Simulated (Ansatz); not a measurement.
## Gd: geometry relaxation (part 2 of 2)

The same run, continued: Gd (4 atoms in the cell); DFT, PBEsol, PAW with Ansatz's default frozen-core files, scalar-relativistic, spin-polarised (Ansatz 0.2.0); cutoff 420 eV, 14×14×4 k-mesh, Fermi–Dirac smearing of 0.08 eV, collinear spins. The structure was built on a prototype by a generator; it need not be a known phase. Its volume is 0.41 times that of the source entry. It belongs to a series of runs on one base structure; here: dhcp relaxed under pressure, PAW files.

Geometry of the input (Å; fractional positions):
```
2.6132  0.0000  0.0000
-1.3066  2.2631  0.0000
0.0000  0.0000  8.4928
Gd 0.0000  0.0000  0.0000
Gd 0.0000  0.0000  0.5000
Gd 0.3333  0.6667  0.2500
Gd 0.6667  0.3333  0.7500
```

Log, continued:
```
relax step   4: F+E_penalty+E_count = -36896.48835576 eV  Δ(F+E_penalty+E_count) = +1.791e-2 eV  max|allowed force component| = 9.252e-17 eV/Å  Δτ_max = 0.0000 Å  P = +140.001 GPa  Ω = 50.463 Å³  energy of the carried Pulay correction = -2.452e-4 eV  (7 SCF iters, dr2 threshold 1.68e-7 eV, accepted)
Initial wavefunctions: pseudopotential atomic-orbital guess (no wavefunctions were taken with the density)
iter 1 solved again at ethr=1.41e-8 eV; its pass at ethr=3.10e-3 eV (dr2=1.01e-5 eV) is discarded
SCF iter   1: F=—  HF=-36896.488609 eV  |F-HF|=—  |Δ(HF+E_count)|=         —  Δρ=1.10e-5 (↑5.14e-6 ↓1.10e-5)  dr2=1.02e-8  dr2_m=2.04e-8  M=25.883 μB ∫|m|=25.908 μB  β_m=0.65  ethr=1.41e-8  ⟨swp⟩=5.5  Hψ=71775  notcnv=0
preconditioner: auto → Kerker (q_TF=auto, 2.895 Å⁻¹)  [metal: Δε(μ)=0.006 eV  Ē_g=14.817 eV  σ=0.080 eV  W_gap=0.02  n_scr=24 (ndim 8)  ℏωp=43.0 eV  f_vac=0.000  D(μ)=3.46/eV (n_scr^D=38)]
spin=Collinear: Kerker preconditioning applied to the charge; magnetization (m = ρ↑ − ρ↓) channel mixes plain (no charge-response kernel on spin).
SCF iter   2: F=—  HF=-36896.488607 eV  |F-HF|=—  |Δ(HF+E_count)|=   2.14e-6  Δρ=5.21e-6 (↑2.21e-6 ↓5.21e-6)  dr2=6.61e-9  dr2_m=3.62e-9  M=25.883 μB ∫|m|=25.908 μB  β_m=0.65  ethr=1.41e-11  ⟨swp⟩=3.5  Hψ=19799  notcnv=0
SCF iter   3: F=—  HF=-36896.488607 eV  |F-HF|=—  |Δ(HF+E_count)|=   1.04e-8  Δρ=1.39e-6 (↑1.39e-6 ↓1.11e-6)  dr2=1.06e-10  dr2_m=6.68e-10  M=25.883 μB ∫|m|=25.908 μB  β_m=0.56  ethr=9.17e-12  ⟨swp⟩=2.0  Hψ=13633  notcnv=0
SCF iter   4: F=—  HF=-36896.488607 eV  |F-HF|=—  |Δ(HF+E_count)|=   1.16e-9  Δρ=1.08e-6 (↑2.77e-7 ↓1.08e-6)  dr2=3.89e-10  dr2_m=1.41e-10  M=25.883 μB ∫|m|=25.908 μB  β_m=0.78  ethr=1.00e-12  ⟨swp⟩=2.3  Hψ=14875  notcnv=0
SCF iter   5: F=—  HF=-36896.488607 eV  |F-HF|=—  |Δ(HF+E_count)|=  8.22e-10  Δρ=3.13e-7 (↑1.18e-7 ↓3.13e-7)  dr2=2.62e-11  dr2_m=1.88e-11  M=25.883 μB ∫|m|=25.908 μB  β_m=0.89  ethr=1.00e-12  ⟨swp⟩=2.0  Hψ=13787  notcnv=0
SCF iter   6: F=-36896.488607 eV  HF=-36896.488607 eV  |F-HF|=2.91e-11  |Δ(HF+E_count)|=  9.46e-11  Δρ=1.48e-7 (↑1.02e-7 ↓1.48e-7)  dr2=2.19e-11  dr2_m=6.50e-13  M=25.883 μB ∫|m|=25.908 μB  ethr=1.00e-12  ⟨swp⟩=5.2  Hψ=38568  notcnv=0
SCF 5 converged in 6 iterations: F = -36896.488607 eV  dr2 = 2.19e-11
relax step   5: F+E_penalty+E_count = -36896.48860695 eV  Δ(F+E_penalty+E_count) = -2.512e-4 eV  max|allowed force component| = 1.342e-16 eV/Å  Δτ_max = 0.0000 Å  P = +140.003 GPa  Ω = 50.463 Å³  stress off target by 1.64e-2 GPa  SCF on the basis re-selected at this cell (its energy is not comparable with the rows above)  (6 SCF iters)
```

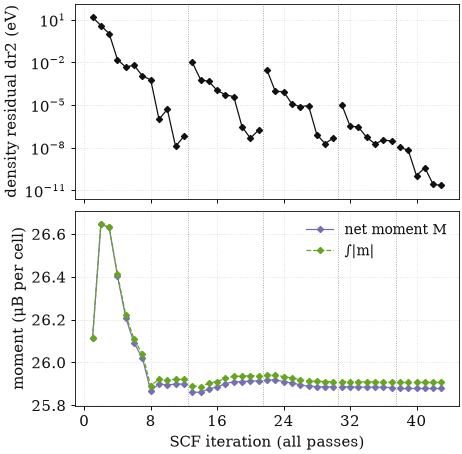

Convergence of the self-consistent field: density residual dr2 and magnetic moment against the SCF iteration. The dotted lines part the SCF passes of the relaxation: geometry steps, rejected trials and re-solves on a re-selected basis. The 5 passes take 6 to 12 iterations each, 43 in all. The net moment goes from 26.1 to 25.9 μB per cell.

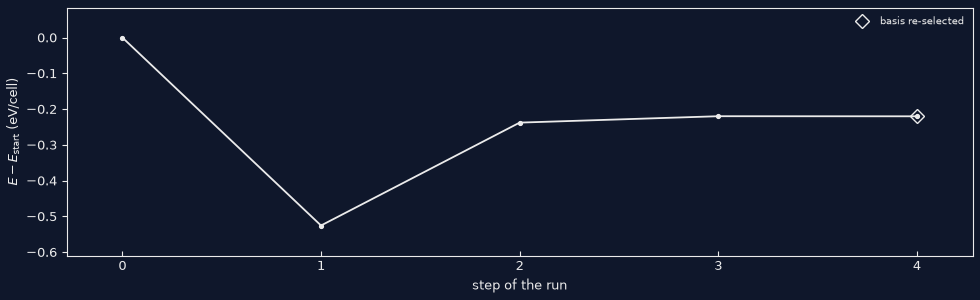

Progress of the relaxation, step by step (the first geometry is step 0 here and step 1 in the log).

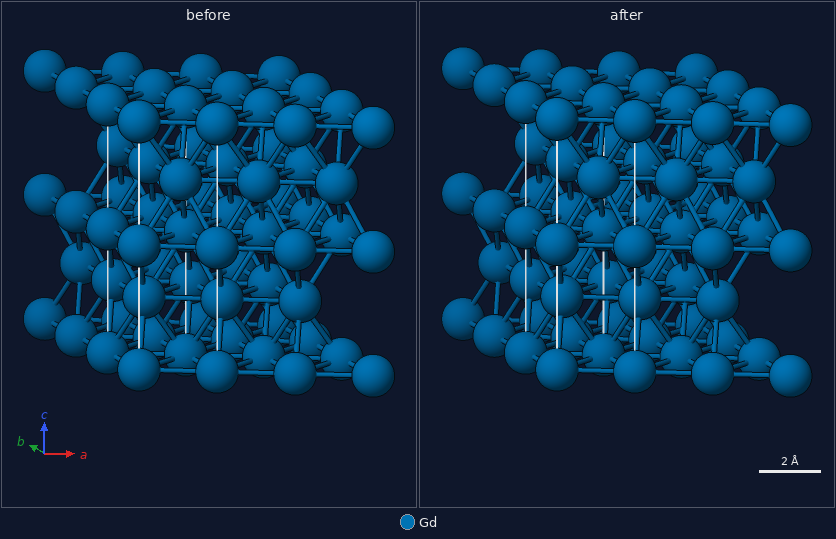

Before (left) and after (right) the relaxation, at one scale (ball-and-stick view of the cell of the calculation, repeated 3 × 3 × 1, seen slightly off an axis). The energy falls by 0.220 eV per cell of the calculation in 3 geometry steps. All forces vanish by symmetry, so only the cell relaxes. The pressure goes from 142.64 to 140.00 GPa. The atoms keep their places relative to the cell (all moves are under 0.005 Å). The drawn cell changes as follows: a = b 2.613 → 2.606 Å (−0.3 %), c 8.493 → 8.581 Å (+1.0 %); the volume changes by +0.5 %. Among the contacts that change: Gd1–Gd3 2.605 → 2.620 Å, Gd1–Gd1 2.613 → 2.606 Å. The space group stays P6_3/mmc (No. 194). A last SCF at the same geometry on a re-selected plane-wave basis shifts the energy by −0.3 meV per cell of the calculation. (Atoms are counted from 1 in the order of the input.)

```
basis re-selected at this cell: Δ(F+E_penalty+E_count) = -2.512e-4 eV, ΔP = +0.002 GPa vs the last step (what re-selecting the basis moved, of the pressure what is left beyond the Pulay correction that the steps carried, after the strain that the cell walked since its last selection, with what the two solves' SCF thresholds leave and, on support functions, any second-order correction that the steps lacked; it is no measure of the basis error at this ecutwfc). This SCF's stress stands 1.64e-2 GPa from its target on what of the cell is left free (relax.cell.stress_tol is 7.00e-2 GPa) and its largest allowed force component is 1.34e-16 eV/Å (relax.f_tol is 5.00e-3 eV/Å): within both
SCF converged after 6 iterations
Magnetization: 25.8834 μB (48.9417 up, 23.0583 down)
Absolute magnetization: 25.9083 μB (∫|ρ↑−ρ↓|, with the PAW one-centre terms)
Spin contamination: 0.3510 ħ² per cell (⟨S²⟩ above its minimum at these occupations)
Per-site moments (μB) at R_I (Å): [(6.403846404032054, 1.0749311001380093), (6.403846404032059, 1.0749311001380093), (6.377217303829292, 1.0749311001380093), (6.377217303829291, 1.0749311001380093)]
Free energy (F): -36896.488607 eV
Harris-Foulkes:  -36896.488607 eV  (|F-HF|=2.91e-11)
Internal energy: -36896.415948 eV  (E = F + TS)
E sigma→0 (E₀):  -36896.452277 eV
Entropy (-TS):   -0.072659 eV (-18.165 meV/atom)
Fermi energy:    33.631467 eV
--- Per-component energies (eV) ---
  E_band       = 1450.151197
  E_kinetic    = 1735.360432
  E_local      = -3798.913333  (includes V_loc(G=0)·N_el)
  E_nonlocal   = 1199.540471
  E_hartree    = 1914.637329
  E_xc         = -966.963581
  E_vxc        = -1064.878745  (∫ρ·V_xc dr)
  E_paw        = -25406.041405  (= ΣΔE_a)
  E_vpaw       = -450.232673  (= ΣTr[D̂ρ^β])
  E_aug_tail   = 0.000000  (compensation charges beyond the density's cutoff)
  E_ewald      = -11576.680543
  E_core_change = 2.644683  (= ΣΔE_core)
  E_smearing   = -0.072659  (= −TS)
  E_closure    = 0.000000  (closes the sum)
  Σ components = -36896.488607   (vs F -36896.488607, Δ=0.00e0)
--- Forces (eV/Å), atoms counted from 1 ---
  atom   1  Gd     0.00000000     0.00000000     0.00000000
  atom   2  Gd     0.00000000     0.00000000     0.00000000
  atom   3  Gd     0.00000000     0.00000000    -0.00000000
  atom   4  Gd    -0.00000000    -0.00000000     0.00000000
  max |Σ_I F_I| component: 1.85e-17 eV/Å
--- Stress (GPa, compression-positive) ---
      139.996807      -0.000000       0.000000
       -0.000000     139.996807       0.000000
        0.000000       0.000000     140.016395
  P = ⅓ Tr σ = 140.0033 GPa (1400.033 kbar)
--- Band table (eV; the first three rows and the last of 144) ---
  k-point 0 ↑: bands = ["-12.7415", "-11.8169", "-11.7982", "-10.6577", "6.6599", "10.3789", "10.3864", "14.1395", "14.1395", "14.6509", "14.6509", "14.6633", "14.6633", "15.1319", "15.2215", "15.2215", "29.0490", "29.0828", "29.2127", "29.2959", "29.6448", "29.8289", "30.1218", "30.1218", "30.1404", "30.1404", "30.1462", "30.2174", "30.2948", "30.2948", "30.3190", "30.3190", "30.5904", "30.5904", "30.6752", "30.6752", "30.7513", "31.0351", "31.0351", "31.1396", "31.1396", "31.1609", "31.1660", "31.2234", "31.2284", "31.4168", "32.1041", "32.2372", "34.6206", "34.6206", "34.9302", "34.9302", "35.0371", "36.1773", "36.1773", "36.6629", "36.6629", "38.4507", "38.4932", "40.1573"]
  k-point 1 ↑: bands = ["-12.6759", "-12.1850", "-11.3993", "-10.7558", "6.9304", "8.9005", "11.9958", "14.1774", "14.1774", "14.4540", "14.4540", "14.6882", "14.8671", "14.8671", "15.1766", "15.1766", "29.0564", "29.0837", "29.2137", "29.2761", "29.6777", "29.8108", "30.1313", "30.1313", "30.1392", "30.1458", "30.1458", "30.1723", "30.2728", "30.2728", "30.2839", "30.2839", "30.6620", "30.6620", "30.7351", "30.7351", "30.8936", "30.9835", "30.9835", "31.0746", "31.0746", "31.1616", "31.1652", "31.2242", "31.2277", "31.6650", "31.8150", "32.5977", "34.7760", "34.7760", "34.9996", "35.0820", "35.0820", "35.9670", "35.9670", "36.4040", "36.4040", "36.5198", "40.5005", "40.5363"]
  k-point 2 ↑: bands = ["-12.4847", "-12.4847", "-11.0243", "-11.0243", "7.7075", "7.7075", "13.5291", "13.5291", "14.2868", "14.2868", "14.2868", "14.2868", "15.0507", "15.0507", "15.0507", "15.0507", "29.0733", "29.0733", "29.2373", "29.2373", "29.7506", "29.7506", "30.1350", "30.1350", "30.1483", "30.1483", "30.1483", "30.1483", "30.2518", "30.2518", "30.2518", "30.2518", "30.7847", "30.7847", "30.7847", "30.7847", "30.9462", "30.9462", "30.9462", "30.9462", "31.1633", "31.1633", "31.2246", "31.2246", "31.2260", "31.2260", "32.5304", "32.5304", "35.1180", "35.1180", "35.1180", "35.1180", "35.2441", "35.2441", "35.9228", "35.9228", "35.9228", "35.9228", "41.3226", "41.3226"]
  k-point 71 ↓: bands = ["-7.2716", "-7.2716", "-7.1109", "-7.1109", "9.7494", "9.7494", "10.3054", "10.3054", "11.2805", "11.2805", "11.9690", "11.9690", "14.5737", "14.5737", "15.1256", "15.1256", "29.2628", "29.2628", "32.7243", "32.7243", "33.2888", "33.2888", "34.0556", "34.0556", "34.3516", "34.3516", "34.5005", "34.5005", "34.7348", "34.7348", "35.0113", "35.0113", "35.1100", "35.1100", "35.2908", "35.2908", "35.4122", "35.4122", "35.5820", "35.5820", "35.7570", "35.7570", "35.7841", "35.7841", "35.8416", "35.8416", "36.2820", "36.2820", "36.7837", "36.7837", "37.1693", "37.1693", "39.3580", "39.3580", "39.8082", "39.8082", "41.2680", "41.2680", "42.4820", "42.4820"]
--- Relaxed structure (4 steps of the walk, 4 accepted, 1 SCFs on fresh bases) ---
  F+E_penalty+E_count = -36896.48860695 eV   max|allowed force component| = 1.342e-16 eV/Å   (the final SCF, on the basis selected at the relaxed cell)
  cell:  # Å, volume = 50.4628 Å³
    - [2.605893576092144, 2.8787382961771767e-11, 4.0576025309555256e-30]
    - [-1.3029467880710024, 2.2567700364400802, 3.177369249447315e-19]
    - [1.477739654807674e-32, 1.1923957444863856e-18, 8.580794834762948]
  atoms:
    - { symbol: Gd, position: [1.48374268586059e-33, 1.8372488086948752e-34, -2.327711391992414e-35] }
    - { symbol: Gd, position: [1.4444474582904269e-33, 1.4444474582904269e-34, 0.5] }
    - { symbol: Gd, position: [0.3333333333333333, 0.6666666666666666, 0.25] }
    - { symbol: Gd, position: [0.6666666666666667, 0.33333333333333326, 0.75] }
```

Trajectory as extended XYZ (Å, eV, eV/Å), 5 frames, from step=1 to step=5:
```
4
Lattice="2.6132 0.0000 0.0000 -1.3066 2.2631 0.0000 0.0000 0.0000 8.4928" Properties=species:S:1:pos:R:3:forces:R:3 step=1 energy=-36896.26843 pressure_GPa=142.64
Gd    0.0000    0.0000    0.0000    0.0000   0.0000   0.0000
Gd    0.0000    0.0000    4.2464    0.0000   0.0000   0.0000
Gd    0.0000    1.5087    2.1232    0.0000   0.0000   0.0000
Gd    1.3066    0.7544    6.3696    0.0000   0.0000   0.0000
4
Lattice="2.6077 0.0000 0.0000 -1.3038 2.2583 0.0000 0.0000 0.0000 8.6294" Properties=species:S:1:pos:R:3:forces:R:3 step=2 energy=-36896.79400 pressure_GPa=136.63
Gd    0.0000    0.0000    0.0000    0.0000   0.0000   0.0000
Gd    0.0000    0.0000    4.3147    0.0000   0.0000   0.0000
Gd    0.0000    1.5056    2.1574    0.0000   0.0000   0.0000
Gd    1.3038    0.7528    6.4721    0.0000   0.0000   0.0000
4
Lattice="2.6061 0.0000 0.0000 -1.3030 2.2569 0.0000 0.0000 0.0000 8.5830" Properties=species:S:1:pos:R:3:forces:R:3 step=3 energy=-36896.50626 pressure_GPa=139.80
Gd    0.0000    0.0000    0.0000    0.0000   0.0000   0.0000
Gd    0.0000    0.0000    4.2915    0.0000   0.0000   0.0000
Gd    0.0000    1.5046    2.1458    0.0000   0.0000   0.0000
Gd    1.3030    0.7523    6.4373    0.0000   0.0000   0.0000
4
Lattice="2.6059 0.0000 0.0000 -1.3029 2.2568 0.0000 0.0000 0.0000 8.5808" Properties=species:S:1:pos:R:3:forces:R:3 step=4 energy=-36896.48836 pressure_GPa=140.00
Gd    0.0000    0.0000    0.0000    0.0000   0.0000   0.0000
Gd    0.0000    0.0000    4.2904    0.0000   0.0000   0.0000
Gd    0.0000    1.5045    2.1452    0.0000   0.0000   0.0000
Gd    1.3029    0.7523    6.4356    0.0000   0.0000   0.0000
4
Lattice="2.6059 0.0000 0.0000 -1.3029 2.2568 0.0000 0.0000 0.0000 8.5808" Properties=species:S:1:pos:R:3:forces:R:3 step=5 energy=-36896.48861 pressure_GPa=140.00
Gd    0.0000    0.0000    0.0000    0.0000   0.0000   0.0000
Gd    0.0000    0.0000    4.2904    0.0000   0.0000   0.0000
Gd    0.0000    1.5045    2.1452    0.0000   0.0000   0.0000
Gd    1.3029    0.7523    6.4356    0.0000   0.0000   0.0000
```

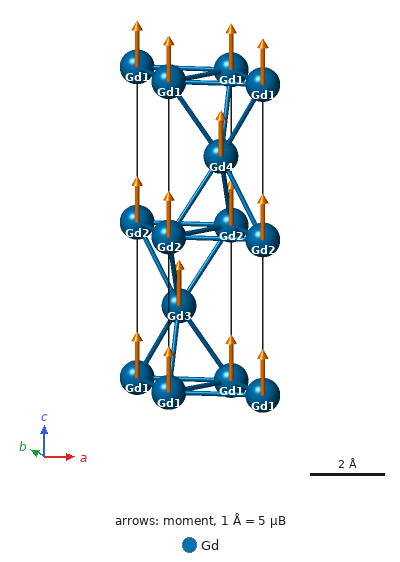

Magnetic moments of the sites as orange arrows (ball-and-stick view of the cell of the calculation, seen slightly off an axis; atoms are numbered from 1 in the order of the input); small moments hardly show. The run is collinear, so the axis drawn is arbitrary. Site moments: Gd1, Gd2 (6.40 μB); Gd3, Gd4 (6.38 μB). They are counted near the atoms and needn't add up to the moment of the cell.
